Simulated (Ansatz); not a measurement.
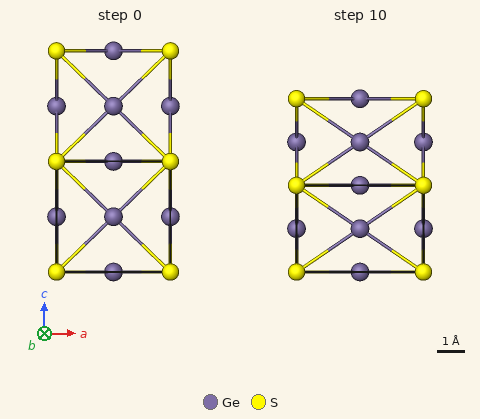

The structure of a crystal of Ge3S (a generated structure, set up in P4/mmm) before (left) and after (right) a relaxation, at one scale.

Style: ball-and-stick. Shown: the cell of the calculation, repeated 1 × 1 × 2 with one cell outlined, along the b axis.

The calculation used Ansatz 0.2.0, DFT PBE, scalar-relativistic, plane waves, PAW.

Input
```yaml
crystal:
  lattice:
    - [4.29815827, 0.0, 0.0]
    - [0.0, 4.29815827, 0.0]
    - [0.0, 0.0, 4.17206987]
  atoms:
    - { symbol: Ge, position: [0.5, 0.5, 0.0] }
    - { symbol: Ge, position: [0.5, 0.0, 0.5] }
    - { symbol: Ge, position: [0.0, 0.5, 0.5] }
    - { symbol: S, position: [0.0, 0.0, 0.0] }
basis:
  ecutwfc: 420
kpoints:
  mp_grid: { grid: [12, 12, 12] }
hamiltonian:
  xc: pbe
scf:
  occupations: { method: gaussian, width: 0.1 }
output:
  forces: true
  stress: true
  eigenvalues: true
relax:
  adjacent_minimum: "off"
  f_tol: 0.01
  max_steps: 80
  cell: { stress_tol: 0.05 }
```

Launched with:
```bash
ansatz run input.yaml --threads 1 --pin off --max-ram 2560MiB --backend cpu --events-out ev --progress --plain --runs-dir out
```

> Describe what moved and what it gained.

The atoms keep their places relative to the cell (all moves are under 0.005 Å). Cell: a = b 4.298 → 4.790 Å (+11.5 %), c 4.172 → 3.270 Å (−21.6 %). Volume −2.7 %. Near-neighbour distances that change, for instance: Ge1–S4 3.039 → 3.387 Å, Ge2–S4 2.995 → 2.900 Å. The space group stays P4/mmm (No. 123). After 7 accepted moves (10 points after the start) the energy has fallen by 111 meV per atom. All forces vanish by symmetry, so only the cell relaxes. Pressure: 0.14 GPa at the start and 0.00 GPa at the end. The line search rejected the trial step at point 6 of the run. The SCF was repeated twice at an unchanged geometry on a basis and grid sized afresh for the cell, which shifted the energy by 2.5 meV per atom at most. Cost: 8.6 min on 1 thread of Intel(R) Xeon(R) Processor @ 2.50GHz (Skylake/Cascade Lake) (shared host), peak memory 0.62 GiB.
